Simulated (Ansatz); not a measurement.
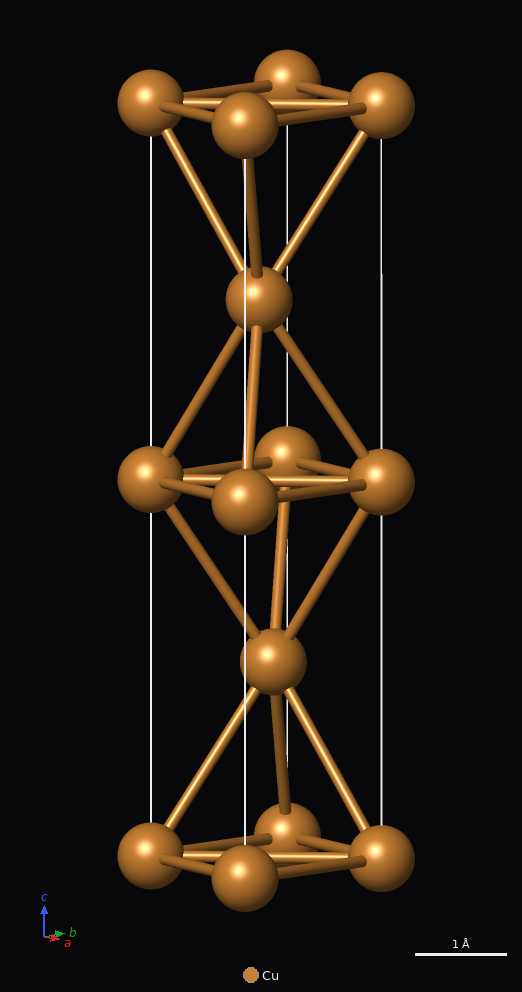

A ball-and-stick rendering, viewed slightly off an axis. The conventional unit cell is outlined; an atom on or near a face, edge or corner is repeated at each equivalent position.

Cu, double hexagonal close-packed (α-La type), space group P6_3/mmc (No. 194), a = 2.567 Å, b = 2.567 Å, c = 8.387 Å, α = 90.00°, β = 90.00°, γ = 120.00°. Origin of the cell: a structure listed in the Materials Project. Earlier steps of the study may have refined or changed the cell and positions. It was run through Ansatz as a DFT input.

This one geometry was computed with Ansatz (DFT, plane waves, PAW) at three levels of theory: r2SCAN, LDA and PBE.

Q: Which level gives the highest pressure at this volume, and what does that say about its equilibrium volume?

A: Highest: PBE (0.0 GPa), which points to the largest equilibrium volume. Lowest, with the smallest volume: LDA (-14.0 GPa). Levels within 0.5 GPa of each other can't be told apart.

Q: How does the band gap change with the level of theory?

A: All levels give a metal.

Q: Collect the results in a table.

A:
| level | cutoff (eV) | k-mesh of the run's cell | gap (eV) | pressure (GPa) |
| --- | --- | --- | --- | --- |
| r2SCAN | 500 | 18×18×6 | metal | -6.4 |
| LDA | 420 | 18×18×6 | metal | -14.0 |
| PBE | 420 | 18×18×6 | metal | 0.0 |

Gaps are taken on the k-mesh or band path of each run.
